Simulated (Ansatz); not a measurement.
**La5O: density, localisation and related maps**

Input file:

```
crystal:
  lattice:
    - [5.9928354234, 0.0, 0.0]
    - [-2.9964177117, 5.1899477174, 0.0]
    - [0.0, 0.0, 6.3381715704]
  atoms:
    - { symbol: La, position: [0.3333333333, 0.6666666667, 0.0] }
    - { symbol: La, position: [0.6666666667, 0.3333333333, 0.0] }
    - { symbol: La, position: [0.5, 0.0, 0.5] }
    - { symbol: La, position: [0.5, 0.5, 0.5] }
    - { symbol: La, position: [0.0, 0.5, 0.5] }
    - { symbol: O, position: [0.0, 0.0, 0.0] }
basis:
  ecutwfc: 420
kpoints:
  mp_grid: { grid: [6, 6, 6] }
hamiltonian:
  xc: pbe
scf:
  occupations: { method: gaussian, width: 0.1 }
output:
  forces: true
  stress: true
  eigenvalues: true
  write_density: true
  write_potential: true
  elf: true
  volumetric_format: npy
relax:
  adjacent_minimum: "off"
  f_tol: 0.01
  max_steps: 80
  cell: { stress_tol: 0.05 }
```

Run with:

```sh
ansatz run input.yaml --threads 1 --pin off --max-ram 2560MiB --backend cpu --events-out ev --progress --plain --runs-dir out
```

Below, planes, directions and counts refer to the conventional cell (a = 6.16 Å, b = 6.16 Å, c = 6.24 Å, α = 90.00°, β = 90.00°, γ = 120.00°).

The fields are those of the run's last geometry, not of the input's.

Space group P6/mmm; a structure generated by program, which may or may not match a known phase; computed without spin polarisation.

Method: DFT PBE, scalar-relativistic, plane waves, PAW (Ansatz).

Core electrons are frozen (PAW), and the valence fields are smoothed inside the atomic spheres.

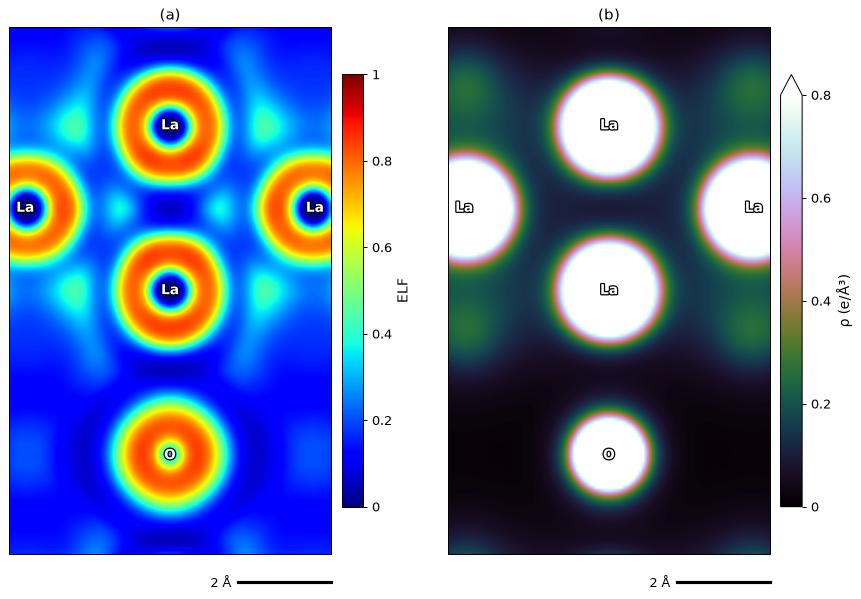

Figure 1. (a) ELF; (b) valence pseudo-density on the (110) plane of the conventional cell.

Question: Interpret the plot.

Answer:
- Atoms in the plane: La and O.
- La–O (3.55 Å): the density is about 0.06 e/Å³ at the midpoint; the ELF is about 0.05 at the midpoint (no localised pair shows between them).
- Between the atoms the lowest density in this plane is 0.02 e/Å³.
- The features right at La lie inside the PAW spheres, where the map follows smoothed inner orbitals and isn't to be read closely.

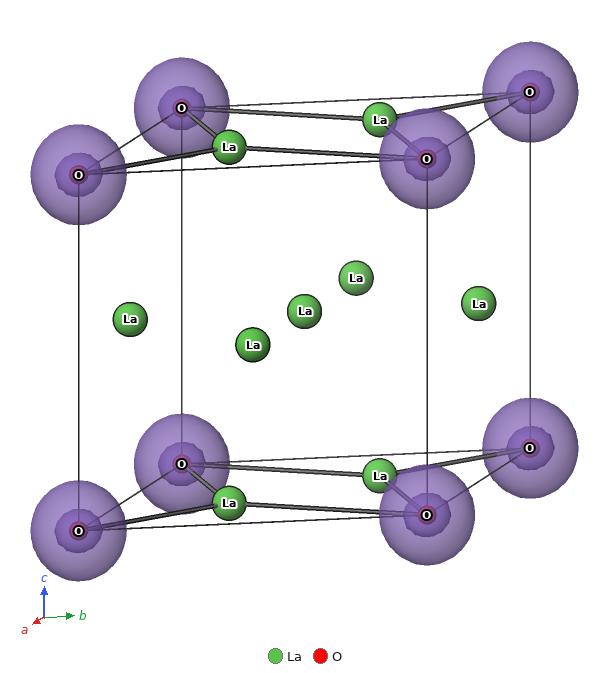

Figure 2. Isosurface of the electron localisation function at 0.75 (purple), seen slightly off an axis. Only the valence region is drawn (cores and ρ < 0.01 e/Å³ removed). Sticks mark near contacts.

Question: Describe the localisation domains.

Answer: The ELF exceeds this value in one region wrapped around O (its valence shell), counted in one cell of 6 atoms. Any copies at cell faces, edges or corners count once.

Question: Does the calculation give a band gap?

Answer: It is metallic or semimetallic at this level of theory: no gap opens.
